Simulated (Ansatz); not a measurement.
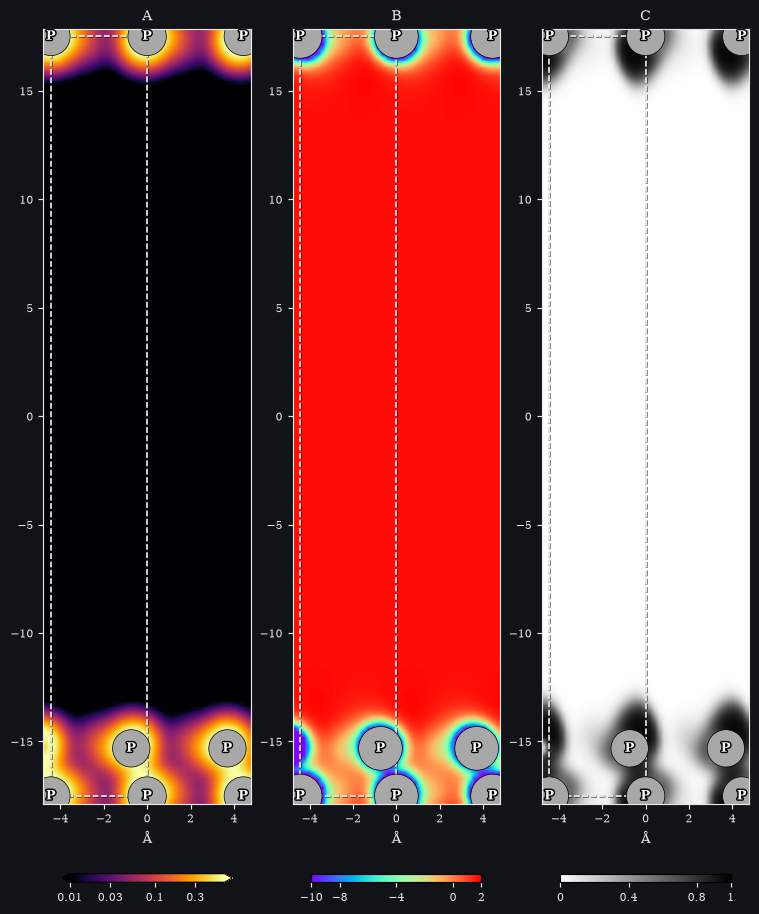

P: 3 fields on the (101̄) plane of the conventional cell, with unlabelled colour scales. Grey discs cover the atomic cores.

Space group P1; a structure from a database of computed crystals, not necessarily the ambient phase; changed on purpose from its base cell (atom 1 (P) moved -0.120 A along Cartesian [1 1 0]); not relaxed (largest force 1.2 eV/Å).

Method: DFT PBEsol, scalar-relativistic, plane waves, PAW (Ansatz).

```
P
1.0
    -3.28437    0.00000    0.00000
     0.00000    0.00000   -4.43691
     0.00000  -34.87475    0.00000
P
4
Direct
  0.02584 0.41738 0.03275
  0.00000 0.58262 0.96969
  0.50000 0.91738 0.96969
  0.50000 0.08262 0.03031
```

### Which field does each panel show? The fields are: electron localisation function, electrostatic potential energy of an electron and valence pseudo-density.

Panel A: valence pseudo-density. Panel B: electrostatic potential energy of an electron (low next to the atoms, rising into the space between them). Panel C: electron localisation function. From the grid: P–P (2.32 Å): the density is about 0.65 e/Å³ at the midpoint; the ELF peaks at about 0.90 between the atoms, as expected for a shared electron pair.
